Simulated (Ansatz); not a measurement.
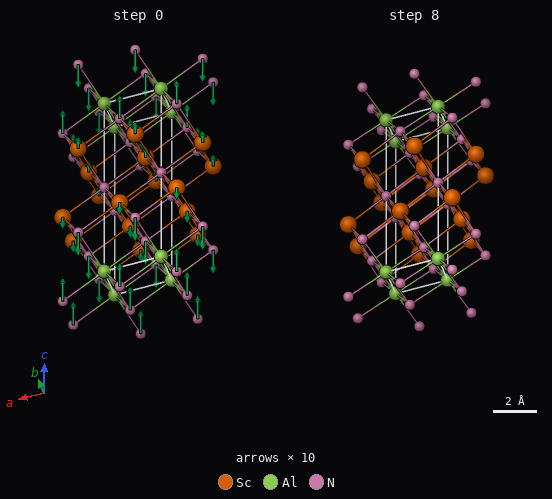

The structure of solid Sc$_{2}$AlN$_{3}$ (a generated structure, set up in P-3m1) (coarse preliminary run) before (left) and after (right) a relaxation, at one scale. The green arrows give the displacements (the part carried along by the change of the cell is left out), magnified 10 times.

A ball-and-stick model of the cell of the calculation, seen from a free direction.

These are results of DFT PBE, scalar-relativistic, plane waves, PAW in Ansatz 0.2.0, not measurements.

The input:
```yaml
crystal:
  lattice:
    - [3.40005805, 0.0, 0.0]
    - [-1.70002902, 2.94453664, 0.0]
    - [0.0, 0.0, 8.32840731]
  atoms:
    - { symbol: Sc, position: [0.33333333, 0.66666667, 0.66666667] }
    - { symbol: Sc, position: [0.66666667, 0.33333333, 0.33333333] }
    - { symbol: Al, position: [0.0, 0.0, 0.0] }
    - { symbol: "N", position: [0.66666667, 0.33333333, 0.83333333] }
    - { symbol: "N", position: [0.0, 0.0, 0.5] }
    - { symbol: "N", position: [0.33333333, 0.66666667, 0.16666667] }
basis:
  ecutwfc: 420
kpoints:
  mp_grid: { grid: [6, 6, 2] }
hamiltonian:
  xc: pbe
scf:
  occupations: { method: gaussian, width: 0.1 }
  lower_state_search: "off"
output:
  forces: true
  stress: true
  eigenvalues: true
relax:
  adjacent_minimum: "off"
  f_tol: 0.04
  max_steps: 70
  cell: { stress_tol: 0.4 }
```

Launched with:
```bash
ansatz run input.yaml --threads 1 --pin off --max-ram 2560MiB --backend cpu --events-out ev --progress --plain --runs-dir out
```

Question: What changed between the two?

Answer: The largest moves relative to the cell, 0.12 Å, are those of N4 and N6. N4 goes along +c. By element the largest moves are N 0.12 Å, Sc 0.06 Å. Al stays in place. The volume changes by −24.6 %, with a = b 3.400 → 3.102 Å (−8.8 %), c 8.328 → 7.542 Å (−9.4 %). Near-neighbour distances that change, for instance: Sc1–Sc1 3.400 → 3.102 Å, Al3–N4 2.404 → 2.121 Å, Sc1–Sc2 3.400 → 3.191 Å, Sc1–N4 2.404 → 2.222 Å. Bond angles that change, for instance: N4–Al3–N4 90.0° → 94.0°, Al3–N6–Al3 90.0° → 94.0°, N4–Al3–N6 90.0° → 86.0°. The space group stays P-3m1 (No. 164). After 6 accepted moves (8 points after the start) the energy has fallen by 466 meV per atom. The largest force component goes from 0.68 to 0.011 eV/Å. Pressure: −32.00 GPa at the start and 0.06 GPa at the end. The SCF was repeated twice at an unchanged geometry on a basis and grid sized afresh for the cell, which shifted the energy by 2.4 meV per atom at most.
